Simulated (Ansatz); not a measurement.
```
W S
1.0
     3.09353    0.00000    0.00000
    -1.54677    2.67908    0.00000
     0.00000    0.00000   18.11255
W S
3 6
Direct
  0.00000 0.00000 0.00000
  0.66667 0.33333 0.33333
  0.33333 0.66667 0.66667
  0.33333 0.66667 0.24767
  0.00000 0.00000 0.58100
  0.66667 0.33333 0.91433
  0.66667 0.33333 0.08363
  0.33333 0.66667 0.41697
  0.00000 0.00000 0.75030
```

Space group R3m; not relaxed (largest force 1.8 eV/Å); computed pressure about 17 GPa in this cell.

Method: Kohn-Sham DFT of a periodic cell, PBE, Ansatz PAW in Ansatz.

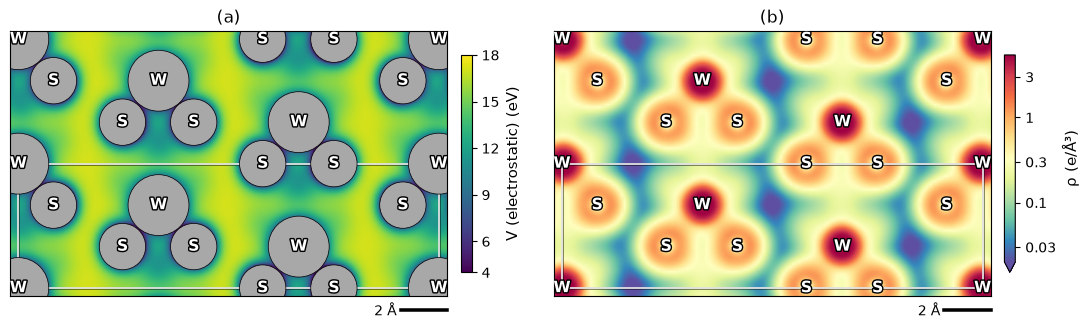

WS2. (a) electrostatic potential energy of an electron; (b) valence charge density (pseudo) on the (110) plane of the conventional cell. Grey discs cover the atomic cores in the potential map.

In a PAW calculation such maps are meaningful between the atoms, not at the nuclei.

> Interpret the plot.

The plane passes through W and S nuclei.
W–S (2.34 Å): the density is about 0.7 e/Å³ at the midpoint.
Between the atoms the lowest density in this plane is 0.02 e/Å³.
Outside the cores the potential energy rises away from the atoms and is highest about 2.3 Å from the nearest atoms; its zero is arbitrary.

> Does the calculation give a band gap?

It is gapped, with a Kohn–Sham gap of 0.99 eV on the k-point mesh (the band edges may lie off the mesh, which would make the gap smaller).
